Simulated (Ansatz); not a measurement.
**Single-point calculation of TiAl**

TiAl (2 atoms in the cell), computed with DFT PBE, scalar-relativistic, plane waves, PAW, no spin polarisation (Ansatz 0.2.0).

The structure derives from a Materials Project entry. Figures and captions count atoms from 1; the log counts them from 0 in places.

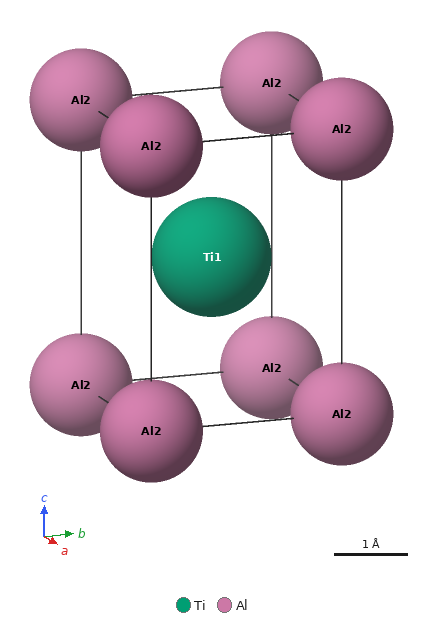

Fig. 1: The input geometry (spheres-only view of the cell of the calculation, seen slightly off an axis; atoms are numbered from 1 in the order of the input).

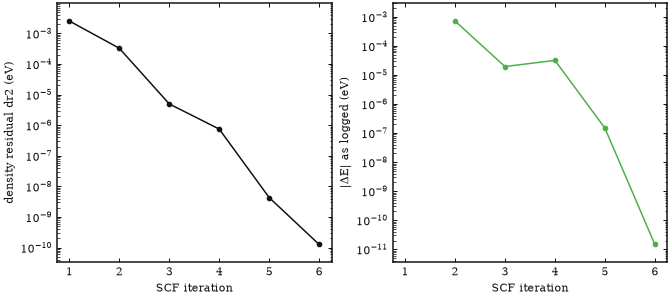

Fig. 2: Convergence of the self-consistent field: density residual dr2 and size of the energy change against the SCF iteration. The residual falls at every step.

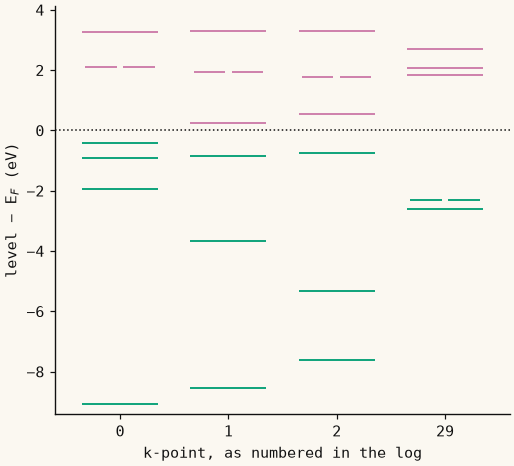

Fig. 3: Kohn–Sham levels near the Fermi level (dotted) at the few k-points that the log prints; levels within 0.02 eV of each other stand side by side. The system is metallic on the full mesh.

These pictures come from the run below.

## Input file
```yaml
crystal:
  lattice:
    - [2.81075181, 0.0, 0.0]
    - [0.0, 2.81075181, 0.0]
    - [0.0, 0.0, 4.06642192]
  atoms:
    - { symbol: Ti, position: [0.5, 0.5, 0.5] }
    - { symbol: Al, position: [0.0, 0.0, 0.0] }
basis:
  ecutwfc: 420
kpoints:
  mp_grid: { grid: [6, 6, 4] }
hamiltonian:
  xc: pbe
scf:
  occupations: { method: gaussian, width: 0.1 }
output:
  forces: true
  stress: true
  eigenvalues: true
```

Command:
```bash
ansatz run input.yaml --threads 4 --pin off --max-ram 10240MiB --backend cpu --events-out ev --progress --plain --runs-dir out
```

## What the program printed
```
Engine: ansatz 0.2.0, x86_64-unknown-linux-gnu
Pseudopotentials: kind: paw
Pseudopotential: Ti, paw, valence charge 12, recommended cutoff 420 eV (normal), Ti.paw.azcp
Pseudopotential: Al, paw, valence charge 3, recommended cutoff 420 eV (normal), Al.paw.azcp
Functional definition: PBE
  parameter kappa = 0.804
  parameter beta = 0.06672455060314922
  exchange = pbe_x(kappa = kappa, mu = beta*pi^2/3)
  correlation = pbe_c(beta = beta)
Crystal: 2 atoms, lattice volume = 32.126 Å³
Basis set: ecut = 420 eV, 649 PW (Γ), exchange–correlation on 40×40×60 points (8 copies of the dense FFT grid, shifted against one another)
Bands: 12, of which v1, the nominal top of the filled ones, is band 8 counted from 1 (7 counted from 0)
Symmetry: 16 space group operations
Space group: P4/mmm (ITA 123), of the structure as read, at distance tolerance 3.2e-5 Å
k-points: 30 of 144
Non-local potential: Ti, projectors of the file, l = 0: 3, l = 1: 2, l = 2: 3, l = 3: 1
Non-local potential: Al, projectors of the file, l = 0: 2, l = 1: 2, l = 2: 1
PAW form: soft (Blöchl's): semilocal exchange-correlation on the pseudo side does not see the compensation charge
PAW one-centre angular grid: Ti, 590 points (default); XC on 64 Gauss nodes
PAW one-centre angular grid: Al, 110 points (default); XC on 64 Gauss nodes
Initial density: superposition of atomic densities (neutral atoms: chi_scale 0, normalization atom), corrected by the library's trained network
Initial wavefunctions: pseudopotential atomic-orbital guess
Functional: x = pbe(κ = 0.804, μ = 0.2195149727645171), c = pbe(β = 0.06672455060314922)
SCF iter   1: F=—  HF=-3037.985147 eV  |F-HF|=—  |Δ(HF+E_count)|=         —  Δρ=3.59e-3  dr2=2.56e-3  ethr=1.77e-3  ⟨swp⟩=5.0  Hψ=1824  notcnv=0
preconditioner: auto → none  [insulator: Δε(μ)=0.107 eV  Ē_g=5.333 eV  σ=0.100 eV  W_gap=0.55  n_scr=6 (ndim 8)  ℏωp=17.3 eV  f_vac=0.000  D(μ)=1.31/eV (n_scr^D=14)  ε∞_Penn≈11.6]
SCF iter   2: F=—  HF=-3037.984415 eV  |F-HF|=—  |Δ(HF+E_count)|=   7.31e-4  Δρ=1.41e-3  dr2=3.29e-4  ethr=1.71e-5  ⟨swp⟩=1.1  Hψ=612  notcnv=0
SCF iter   3: F=—  HF=-3037.984435 eV  |F-HF|=—  |Δ(HF+E_count)|=   1.97e-5  Δρ=2.18e-4  dr2=4.99e-6  ethr=2.19e-6  ⟨swp⟩=2.3  Hψ=516  notcnv=0
SCF iter   4: F=—  HF=-3037.984467 eV  |F-HF|=—  |Δ(HF+E_count)|=   3.21e-5  Δρ=4.14e-5  dr2=7.51e-7  ethr=3.33e-8  ⟨swp⟩=2.1  Hψ=465  notcnv=0
iter 5 did not close the SCF: its close was put off for the readings that it lacked (scf_convergence_deferred on its scf_iter line)
SCF iter   5: F=-3037.984467 eV  HF=-3037.984467 eV  |F-HF|=2.49e-9  |Δ(HF+E_count)|=   1.49e-7  Δρ=3.49e-6  dr2=4.33e-9  ethr=5.01e-9  ⟨swp⟩=2.0  Hψ=448  notcnv=0
SCF iter   6: F=-3037.984467 eV  HF=-3037.984467 eV  |F-HF|=4.46e-11  |Δ(HF+E_count)|=  1.46e-11  Δρ=7.17e-7  dr2=1.27e-10  ethr=2.89e-11  ⟨swp⟩=2.1  Hψ=1129  notcnv=0
SCF 1 converged in 6 iterations: F = -3037.984467 eV  dr2 = 1.27e-10
  greatest PAW one-centre occupation: 0.999 electrons in one spin orbital (limit 2), on the Ti atom at site 0 (counted from 0), in its partial waves of l = 0
SCF converged after 6 iterations
Free energy (F): -3037.984467 eV
Harris-Foulkes:  -3037.984467 eV  (|F-HF|=4.46e-11)
Internal energy: -3037.977897 eV  (E = F + TS)
E sigma→0 (E₀):  -3037.981182 eV
Entropy (-TS):   -0.006570 eV (-3.285 meV/atom)
Fermi energy:    11.129168 eV
--- Per-component energies (eV) ---
  E_band       = -163.337391
  E_kinetic    = 296.757050
  E_local      = -1072.401890  (includes V_loc(G=0)·N_el)
  E_nonlocal   = 19.058186
  E_hartree    = 460.154678
  E_xc         = -137.899377
  E_vxc        = -151.825978  (∫ρ·V_xc dr)
  E_paw        = -1515.537348  (= ΣΔE_a)
  E_vpaw       = -175.233883  (= ΣTr[D̂ρ^β])
  E_aug_tail   = 0.000130  (compensation charges beyond the density's cutoff)
  E_ewald      = -1088.109325
  E_smearing   = -0.006570  (= −TS)
  E_closure    = 0.000000  (closes the sum)
  Σ components = -3037.984467   (vs F -3037.984467, Δ=0.00e0)
--- Forces (eV/Å), atoms counted from 1 ---
  atom   1  Ti     0.00000000     0.00000000     0.00000000
  atom   2  Al    -0.00000000     0.00000000     0.00000000
  max |Σ_I F_I| component: 4.71e-29 eV/Å
--- Stress (GPa, compression-positive) ---
        1.501976       0.000000       0.000000
        0.000000       1.501976       0.000000
        0.000000       0.000000       1.103221
  P = ⅓ Tr σ = 1.3691 GPa (13.691 kbar)
--- Band table (eV; the first three rows and the last of 30) ---
  k-point 0: bands = ["-45.5386", "-21.9454", "-21.4883", "-21.4883", "2.0401", "9.1797", "10.2035", "10.7184", "13.2464", "13.2464", "14.4051", "17.2785"]
  k-point 1: bands = ["-45.5383", "-21.9541", "-21.4880", "-21.4880", "2.5908", "7.4478", "10.2839", "11.3623", "13.0659", "13.0659", "14.4117", "18.8541"]
  k-point 2: bands = ["-45.5380", "-21.9627", "-21.4878", "-21.4878", "3.5190", "5.8046", "10.3682", "11.6829", "12.9036", "12.9036", "14.4183", "19.0583"]
  k-point 29: bands = ["-45.4179", "-21.9115", "-21.9115", "-21.8400", "8.5336", "8.8308", "8.8308", "12.9593", "13.2102", "13.8358", "15.3109", "15.3109"]
```

## Summary

- outcome: converged
- space group (tolerance 0.01 Å): P4/mmm (123)
- electrons treated: 15
- free energy: −3037.9845 eV
- Fermi energy: 11.129 eV
- gap on the k-point mesh: none (metallic)
- pressure: 1.37 GPa
- largest force (length of the vector): under 0.001 eV/Å
- hardware: 4 threads of Oxide Virtual Turin-like (Zen 5), 32 GiB of memory available, shared host
- wall time: 2.4 s (CPU time 3 s)
- peak memory: 0.32 GiB
